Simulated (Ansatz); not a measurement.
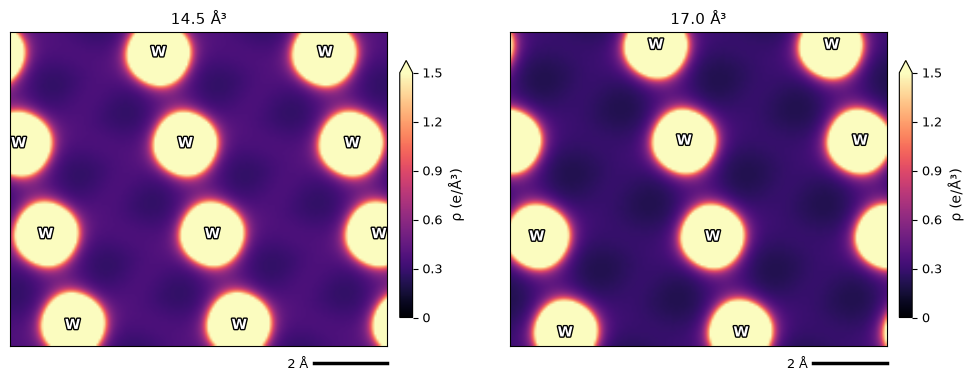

W. The valence electron density of cells scaled evenly to different volumes (given per atom above each panel), on the (11̄0) plane of each (indices in the axes of the cell below), at one length scale and on one colour scale.

A generated structure, not necessarily the stable one.

Theory: Ansatz, DFT, LDA (PW92), plane waves (420 eV) with PAW, scalar-relativistic.

The largest cell:

```
W
1.0
    -1.92764    1.92782    1.35914
     1.92782   -1.92764    1.35914
     3.23976    3.23976   -1.35881
W
2
Direct
  0.00002 0.99998 0.00000
  0.74998 0.25002 0.50000
```

| volume (Å³/atom) | W–W contact in the plane (Å) | ρ at its midpoint (e/Å³) | 
| --- | --- | --- |
| 14.46 | 2.577 | 0.535 | 
| 15.72 | 2.649 | ? | 
| 16.98 | 2.718 | 0.435 | 

Question: Estimate the missing row, and compare with the calculation.

Answer: Over the known rows ln ρ falls by 1.47 per Å of W–W distance (the line through the two), which gives 0.481 e/Å³ at 2.649 Å; the calculation gives 0.481 e/Å³.
